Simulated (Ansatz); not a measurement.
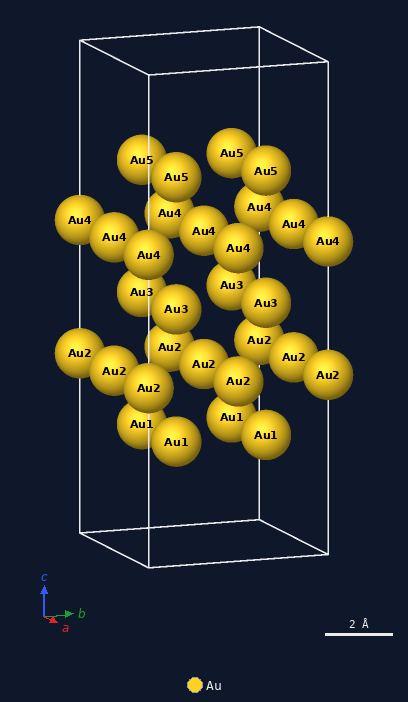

**Figure 1.** The structure as given in the input (spheres-only view of the 2 × 2 repeat of the cell, with the vacuum cut short, seen slightly off an axis; atoms are numbered from 1 in the order of the input).

**Band-structure calculation, with input and output: Au**

System: Au (slab, 5 atoms in the cell).
Method: DFT PBEsol, scalar-relativistic, plane waves, PAW, no spin polarisation (Ansatz 0.2.0).

It belongs to a series of runs on one base structure; here: bands of the relaxed slab. Figures and captions count atoms from 1; the log counts them from 0 in places.

Input
```yaml
crystal:
  lattice:
    - [2.8876514431, 0.0, 0.0]
    - [0.0, 2.8876514431, 0.0]
    - [0.0, 0.0, 23.1675116685]
  atoms:
    - { symbol: Au, position: [0.5, 0.5, 0.3251834942] }
    - { symbol: Au, position: [0.0, 0.0, 0.4118225573] }
    - { symbol: Au, position: [0.5, 0.5, 0.5000000001] }
    - { symbol: Au, position: [0.0, 0.0, 0.5881774429] }
    - { symbol: Au, position: [0.5, 0.5, 0.6748165055] }
basis:
  ecutwfc: 420
kpoints:
  mp_grid: { grid: [12, 12, 1] }
  band_path:
    path: [[0.5, 0, 0], [0, 0, 0], [0.5, 0.5, 0], [0.5, 0, 0]]
    npoints: 12
hamiltonian:
  xc: pbesol
scf:
  occupations: { method: gaussian, width: 0.1 }
  n_extra_bands: 16
output:
  forces: true
  eigenvalues: true
  populations: true
  fatbands: true
  write_density: true
  write_potential: true
  elf: true
  volumetric_format: npy
efield:
  axis: 3
  dipole_correction: true
  ramp_width: 0.04
```

Command:
```bash
ansatz run input.yaml --threads 2 --pin off --max-ram 5120MiB --backend cpu --events-out ev --progress --plain --runs-dir out
```

What the program printed
```
scf.n_extra_bands = 16 over 48 filled bands (N_el = 95.0): the run solves 64 bands
Engine: ansatz 0.2.0, aarch64-unknown-linux-gnu
Pseudopotentials: kind: paw
Pseudopotential: Au, paw, valence charge 19, recommended cutoff 420 eV (normal), Au.paw.azcp
Functional definition: PBEsol
  exchange = pbesol_x
  correlation = pbesol_c
Crystal: 5 atoms, lattice volume = 193.183 Å³
Basis set: ecut = 420 eV, 3769 PW (Γ), exchange–correlation on 40×40×320 points (8 copies of the dense FFT grid, shifted against one another)
Bands: 64, of which v1, the nominal top of the filled ones, is band 48 counted from 1 (47 counted from 0)
Symmetry: 8 space group operations
k-points: 28 of 144
Non-local potential: Au, projectors of the file, l = 0: 3, l = 1: 2, l = 2: 2, l = 3: 1
PAW form: soft (Blöchl's): semilocal exchange-correlation on the pseudo side does not see the compensation charge
PAW frozen core: Au, regenerated for the run's functional, and the local potential with it (the file was generated under x = pbe(κ = 0.804, μ = 0.2195149727645171), c = pbe(β = 0.06672455060314922))
PAW one-centre angular grid: Au, 590 points (default); XC on 64 Gauss nodes
Initial density: superposition of atomic densities (neutral atoms: chi_scale 0, normalization atom), corrected by the library's trained network
Initial wavefunctions: pseudopotential atomic-orbital guess
Functional: x = pbesol(κ = 0.804, μ = 0.12345679012345678), c = pbesol(β = 0.046)
SCF iter   1: F=—  HF=-65034.279135 eV  |F-HF|=—  |Δ(HF+E_count)|=         —  Δρ=5.59e-3  dr2=3.91e-1  ethr=1.77e-3  p=0.000 e·Å  D=9.41e-11 V/Å  ΔV_dip=-0.00 eV  dr2_dipole=4.44e-8  V_vac-E_F(+/−)=4.81/4.81 eV  ⟨swp⟩=7.3  Hψ=7931  notcnv=0  defer=148
efield: sawtooth ramp at fractional position 0.9800 (placed from the atoms, in the widest stretch of the axis that holds none; the zero of the levels goes with the place), width 0.0400; the density the first Hamiltonian is built on has a dipole p = 0.000 e·Å; the dipole correction subtracts the counter field D = 9.41e-11 V/Å, which shifts the + side's vacuum level by -0.00 eV against the − side's; the planar-averaged density in the ramp window peaks in size at 1.9e-5 e/Å³
preconditioner: auto → LDOS  [metal: Δε(μ)=0.082 eV  Ē_g=11.325 eV  σ=0.100 eV  W_gap=0.39  n_scr=44 (ndim 8)  ℏωp=19.8 eV  f_vac=0.513  D(μ)=1.65/eV (n_scr^D=8)  β→1.0]
SCF iter   2: F=—  HF=-65034.279885 eV  |F-HF|=—  |Δ(HF+E_count)|=   7.50e-4  Δρ=5.56e-3  dr2=1.70e-1  ethr=4.11e-4  p=-0.000 e·Å  D=-1.90e-5 V/Å  ΔV_dip=0.00 eV  dr2_dipole=2.22e-10  V_vac-E_F(+/−)=5.50/5.50 eV  ⟨swp⟩=2.2  Hψ=2859  notcnv=0  defer=281
SCF iter   3: F=—  HF=-65034.251589 eV  |F-HF|=—  |Δ(HF+E_count)|=   2.83e-2  Δρ=1.12e-3  dr2=2.30e-3  ethr=1.79e-4  p=-0.000 e·Å  D=-6.18e-6 V/Å  ΔV_dip=0.00 eV  dr2_dipole=3.42e-9  V_vac-E_F(+/−)=5.19/5.19 eV  ⟨swp⟩=2.0  Hψ=2210  notcnv=0  defer=281
SCF iter   4: F=—  HF=-65034.251928 eV  |F-HF|=—  |Δ(HF+E_count)|=   3.39e-4  Δρ=4.90e-4  dr2=6.18e-4  ethr=2.42e-6  p=-0.000 e·Å  D=-7.04e-8 V/Å  ΔV_dip=0.00 eV  dr2_dipole=5.67e-11  V_vac-E_F(+/−)=5.18/5.18 eV  ⟨swp⟩=2.2  Hψ=2974  notcnv=0  defer=281
SCF iter   5: F=—  HF=-65034.251801 eV  |F-HF|=—  |Δ(HF+E_count)|=   1.27e-4  Δρ=1.01e-4  dr2=3.14e-5  ethr=6.50e-7  p=-0.000 e·Å  D=-6.22e-7 V/Å  ΔV_dip=0.00 eV  dr2_dipole=9.83e-12  V_vac-E_F(+/−)=5.17/5.17 eV  ⟨swp⟩=3.0  Hψ=2962  notcnv=0  defer=281
SCF iter   6: F=—  HF=-65034.251764 eV  |F-HF|=—  |Δ(HF+E_count)|=   3.66e-5  Δρ=2.63e-5  dr2=1.91e-6  ethr=3.30e-8  p=0.000 e·Å  D=1.30e-7 V/Å  ΔV_dip=-0.00 eV  dr2_dipole=1.54e-11  V_vac-E_F(+/−)=5.17/5.17 eV  ⟨swp⟩=2.2  Hψ=2930  notcnv=0  defer=262
SCF iter   7: F=—  HF=-65034.251766 eV  |F-HF|=—  |Δ(HF+E_count)|=   1.65e-6  Δρ=8.49e-6  dr2=2.18e-7  ethr=2.02e-9  p=-0.000 e·Å  D=-1.97e-7 V/Å  ΔV_dip=0.00 eV  dr2_dipole=8.88e-13  V_vac-E_F(+/−)=5.17/5.17 eV  ⟨swp⟩=2.1  Hψ=2567  notcnv=0  defer=262
SCF iter   8: F=-65034.251766 eV  HF=-65034.251766 eV  |F-HF|=8.79e-9  |Δ(HF+E_count)|=   1.30e-7  Δρ=2.66e-6  dr2=1.42e-8  ethr=1.05e-10  p=0.000 e·Å  D=4.34e-8 V/Å  ΔV_dip=-0.00 eV  dr2_dipole=4.29e-13  V_vac-E_F(+/−)=5.17/5.17 eV  ⟨swp⟩=24.2  Hψ=16790  notcnv=0
SCF 1 converged in 8 iterations: F = -65034.251766 eV  dr2 = 1.42e-8
  greatest PAW one-centre occupation: 1.001 electrons in one spin orbital (limit 2), on the Au atom at site 2 (counted from 0), in its partial waves of l = 0
NSCF: frozen V_eff on 37 k-points
efield: sawtooth ramp at fractional position 0.9800 (kept from the solve that this one continues, or follows in the run), width 0.0400; the density the first Hamiltonian is built on has a dipole p = 0.000 e·Å; the dipole correction subtracts the counter field D = 4.34e-8 V/Å, which shifts the + side's vacuum level by -0.00 eV against the − side's; the planar-averaged density in the ramp window peaks in size at 3.4e-6 e/Å³
WARN: The output density's exchange-correlation potential varies sharply where the density is thin. Do not read a vacuum level from v_tot or v_xc, or from such a field of the output density. On a cell that repeats whose density bears no net charge and no dipole along the vacuum's axis use v_es (v_loc + v_h of the components); under efield.dipole_correction with no amplitude use v_es + v_field, which holds any external_charges[].barrier, or the levels of the report's work_function block, which leave it out; under a non-zero efield.amplitude the vacuum is tilted and has no level; on a cell that repeats and bears such a dipole with no correction it is tilted too, and efield.dipole_correction with no amplitude gives each side of its ramp a level where efield: is served; in a cell that repeats whose density bears a net charge (total_charge, or a fill off its count) it is curved and has none; of a slab under crystal.periodic whose density bears no net charge use v_es, which has a level on each side, short of where the two are joined; of another it falls or rises all the way out and has none; of a slab beside external_charges read slab_vacuum_level instead, which it has where they leave it neutral. The grid or the basis barely resolves most such structure, and the values can differ between equally converged runs; as a rule a tighter scf.convergence.dr2_threshold does not remove it. Where the density itself ripples (under the LDA too) a higher basis.ecutwfc lessens it. The files hold the spikes' plane waves up to the density's cutoff. Files: v_tot_of_output_density and the like, and their columns of v_z.tsv (output.write_potential); v_xc_of_output_density and the like, and their columns of v_comp_z.tsv (output.write_potential_components). Measured: with its Gaussian average of σ = 0.25 Å subtracted twice, the exchange-correlation potential is over 0.1 eV at 8 of the grid points where the equally averaged density (valence and model cores) is under 1e-3 e/Å³, and 0.105 eV at the most among them, at an averaged density of 7.2e-9 e/Å³. See output.write_potential in the manual, Limitations
SCF converged after 8 iterations
Free energy (F): -65034.251766 eV
Harris-Foulkes:  -65034.251766 eV  (|F-HF|=8.79e-9)
Internal energy: -65034.245127 eV  (E = F + TS)
E sigma→0 (E₀):  -65034.248446 eV
Entropy (-TS):   -0.006639 eV (-1.328 meV/atom)
Fermi energy:    6.094885 eV
Dipole field:    D = -0.000001 V/Å  (p = -0.000001 e·Å, saw-weighted, corrected)
Work function:   Φ+ = 5.1665 eV   Φ− = 5.1664 eV
Levels:          The Fermi level and band energies are counted from a zero that moves with the ramp; work functions are not
--- Per-component energies (eV) ---
  E_band       = -2392.632006
  E_kinetic    = 3021.934472
  E_local      = -130487.952309  (includes V_loc(G=0)·N_el)
  E_nonlocal   = 389.103852
  E_hartree    = 63936.738263
  E_xc         = -1130.233022
  E_vxc        = -1369.356480  (∫ρ·V_xc dr)
  E_paw        = -47829.546736  (= ΣΔE_a)
  E_vpaw       = -1819.825096  (= ΣTr[D̂ρ^β])
  E_aug_tail   = 0.007176  (compensation charges beyond the density's cutoff)
  E_efield     = 0.000000  (sawtooth field / dipole correction)
  E_vefield    = 0.000000  (∫n·V_field dr)
  E_ewald      = 47064.155782
  E_core_change = 1.547395  (= ΣΔE_core)
  E_smearing   = -0.006639  (= −TS)
  E_closure    = 0.000000  (closes the sum)
  Σ components = -65034.251766   (vs F -65034.251766, Δ=0.00e0)
--- Forces (eV/Å), atoms counted from 1 ---
  atom   1  Au     0.00000000     0.00000000     0.00139240
  atom   2  Au    -0.00000000     0.00000000    -0.00131698
  atom   3  Au    -0.00000000     0.00000000     0.00000009
  atom   4  Au    -0.00000000     0.00000000     0.00131687
  atom   5  Au    -0.00000000     0.00000000    -0.00139281
  max |Σ_I F_I| component: 4.22e-7 eV/Å
--- Band table (eV; the first three rows and the last of 28) ---
  k-point 0: bands = ["-99.3891", "-99.3832", "-99.3780", "-98.8598", "-98.8598", "-50.8690", "-50.7985", "-50.7669", "-50.7669", "-50.7377", "-50.7377", "-50.7217", "-50.7070", "-50.7070", "-50.2295", "-50.2295", "-50.2295", "-50.2295", "-50.2212", "-50.2211", "-3.4454", "-2.3313", "-1.0402", "-0.5851", "-0.5147", "-0.3656", "-0.0625", "0.5918", "1.1940", "1.4245", "1.6192", "1.6192", "2.2044", "2.2044", "2.4057", "2.6595", "2.9785", "3.0549", "3.0677", "3.0677", "3.3547", "3.6341", "3.7712", "3.9413", "3.9413", "4.1981", "4.2600", "4.4109", "4.4109", "6.0634", "7.4270", "11.0037", "11.4641", "12.2432", "13.9462", "14.3205", "16.7049", "16.7288", "16.7288", "17.3747", "18.4973", "18.4973", "20.5925", "20.6935"]
  k-point 1: bands = ["-99.3887", "-99.3829", "-99.3779", "-98.8596", "-98.8596", "-50.8667", "-50.8037", "-50.7693", "-50.7652", "-50.7503", "-50.7370", "-50.7180", "-50.7144", "-50.7073", "-50.2371", "-50.2371", "-50.2290", "-50.2290", "-50.2206", "-50.2205", "-3.2892", "-2.1940", "-0.9274", "-0.4837", "-0.4185", "-0.2586", "0.0233", "0.6482", "1.2125", "1.4940", "1.6130", "1.6513", "1.9555", "2.1730", "2.4803", "2.6391", "2.8802", "2.9088", "2.9703", "3.0239", "3.4649", "3.5358", "3.7271", "3.7811", "4.0889", "4.0928", "4.1872", "4.4384", "4.4423", "6.4012", "7.8810", "11.1158", "11.5973", "12.3172", "14.0544", "14.1633", "15.9360", "16.9098", "17.0118", "17.0266", "17.8513", "18.7435", "19.1861", "20.7436"]
  k-point 2: bands = ["-99.3874", "-99.3822", "-99.3778", "-98.8588", "-98.8588", "-50.8613", "-50.8196", "-50.7768", "-50.7744", "-50.7605", "-50.7352", "-50.7322", "-50.7173", "-50.7086", "-50.2577", "-50.2576", "-50.2276", "-50.2276", "-50.2190", "-50.2190", "-2.8435", "-1.8330", "-0.7040", "-0.2811", "-0.1044", "-0.0869", "0.3940", "0.9161", "1.2400", "1.6615", "1.6751", "1.7153", "1.7337", "2.0535", "2.0737", "2.5780", "2.6753", "2.8598", "2.8939", "3.0188", "3.2632", "3.3789", "3.4896", "3.7189", "3.9429", "3.9783", "4.2639", "4.4086", "4.9927", "7.1400", "8.9102", "11.4134", "11.9923", "12.3542", "13.4231", "14.2074", "15.1133", "15.3917", "16.6238", "17.5114", "17.8699", "17.9702", "18.5721", "19.4398"]
  k-point 27: bands = ["-99.3761", "-99.3752", "-99.3752", "-98.8520", "-98.8520", "-50.8864", "-50.8864", "-50.8442", "-50.8442", "-50.7988", "-50.7988", "-50.7728", "-50.7726", "-50.7721", "-50.3330", "-50.3330", "-50.3329", "-50.3329", "-50.2073", "-50.2073", "-0.7699", "-0.6761", "-0.4195", "-0.4195", "-0.2229", "0.2991", "0.2991", "0.3138", "0.6322", "1.4309", "1.4309", "2.8204", "2.8204", "3.1114", "3.3813", "3.7771", "3.9669", "4.0558", "4.0558", "4.1083", "4.4742", "4.4753", "4.4831", "4.9685", "4.9685", "7.9450", "7.9450", "9.8673", "9.8673", "11.0858", "11.0893", "11.6482", "11.7538", "11.9952", "12.0974", "12.0974", "14.1509", "14.1509", "15.5520", "15.5520", "15.6051", "15.7800", "15.9417", "16.1024"]
--- Löwdin populations: 5 sites ---
  site symbol       q [e]
     0     Au     18.9225
     1     Au     18.8103
     2     Au     18.8052
     3     Au     18.8103
     4     Au     18.9225
  spilling = 0.007676 (of n_electrons = 95.000000)
```

File populations.tsv
```
# site	symbol	l	j	q
# orbitals = lowdin
# n_electrons = 95.000000
# spilling = 0.007676
0	Au	0_5S	-	1.996427
0	Au	0_6S	-	1.154428
0	Au	1_5P	-	5.998316
0	Au	2_5D	-	9.773352
1	Au	0_5S	-	1.994412
1	Au	0_6S	-	1.070377
1	Au	1_5P	-	5.998658
1	Au	2_5D	-	9.746843
2	Au	0_5S	-	1.994433
2	Au	0_6S	-	1.068014
2	Au	1_5P	-	5.998636
2	Au	2_5D	-	9.744082
3	Au	0_5S	-	1.994412
3	Au	0_6S	-	1.070377
3	Au	1_5P	-	5.998658
3	Au	2_5D	-	9.746843
4	Au	0_5S	-	1.996427
4	Au	0_6S	-	1.154428
4	Au	1_5P	-	5.998316
4	Au	2_5D	-	9.773352
```

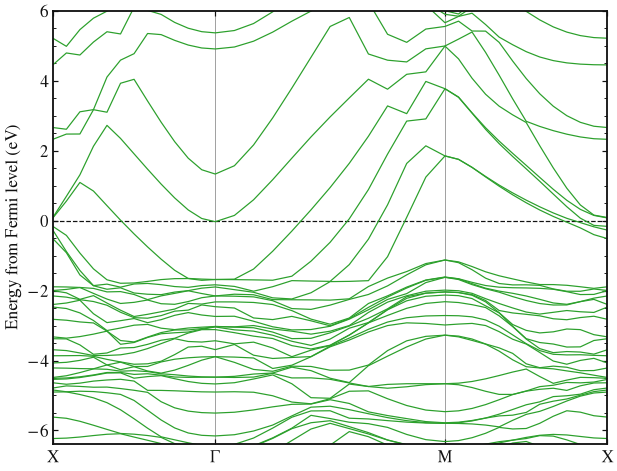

**Figure 2.** Band structure along X–Γ–M–X, with energies from the Fermi level. Bands cross the Fermi level: a metal at this level of theory.

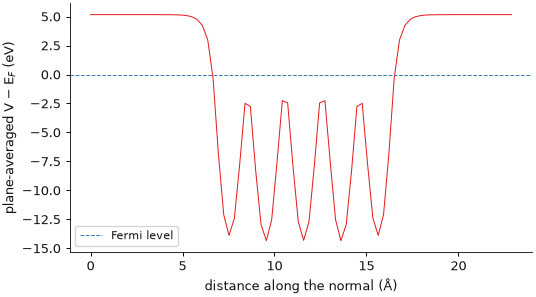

**Figure 3.** Plane average of the electrostatic potential energy of an electron across the cell, from the Fermi level. The vacuum level lies 5.17 eV above the Fermi level.

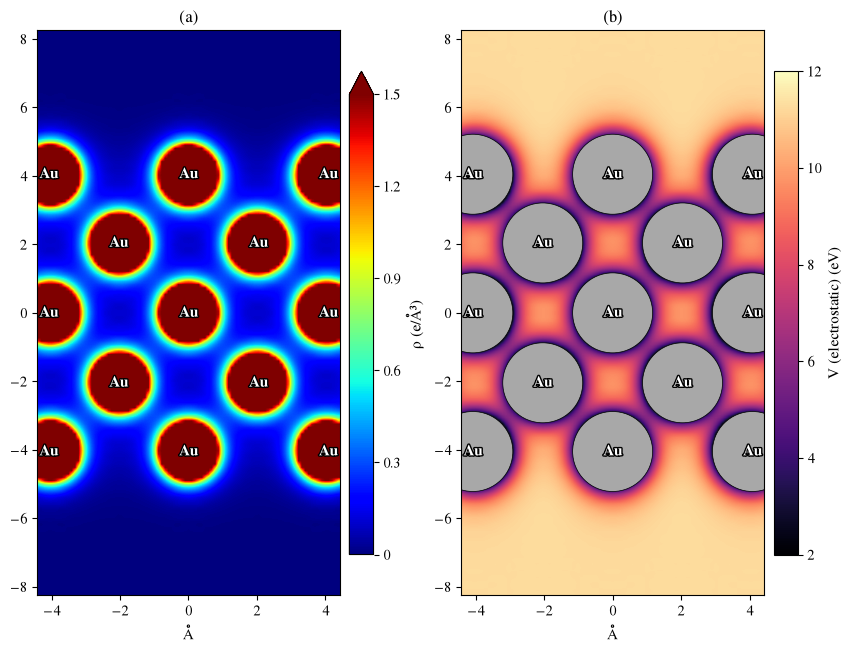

**Figure 4.** (a) valence pseudo-density; (b) electrostatic potential (local pseudopotential plus Hartree) felt by an electron on the (110) plane of the calculation cell, a cut from vacuum to vacuum. Grey discs, where drawn, cover atomic cores. The section cuts through Au sites. Au–Au (2.86 Å): ρ is about 0.3 e/Å³ halfway. The density dies away to nearly zero in the vacuum. In a PAW calculation such maps are meaningful between the atoms, not at the nuclei.

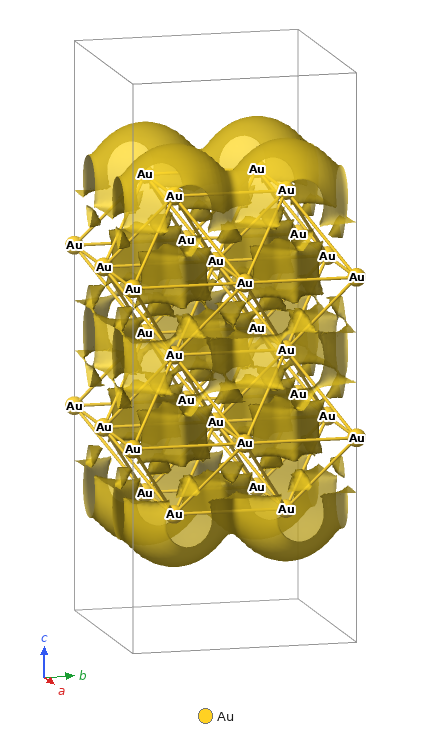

**Figure 5.** Isosurface of the valence electron density at 0.2 e/Å³ (yellow), seen slightly off an axis. Sticks mark near contacts. At this value the density is joined into sheets; it holds about 95 % of the electrons treated as valence (semicore included). On the grid the lowest density along these lines, outside the cores, is 0.3 e/Å³ (Au–Au, 2.86 Å).

Summary

```tsv
quantity	value
outcome	converged
electrons treated	95
free energy	−65034.2518 eV
work function, top face	5.17 eV
work function, bottom face	5.17 eV
Fermi energy	6.095 eV
gap on the k-point mesh	none (metallic)
work function (upper face)	5.17 eV
largest force (length of the vector)	0.001 eV/Å
hardware	2 threads of Arm Neoverse V1, 24 GiB of memory available, shared host
wall time	51 s (CPU time 1.7 min)
peak memory	0.65 GiB
```

Notes

The program warns: the exchange-correlation potential is rough where the density is thin. Spin–orbit coupling is left out, which matters for Au.
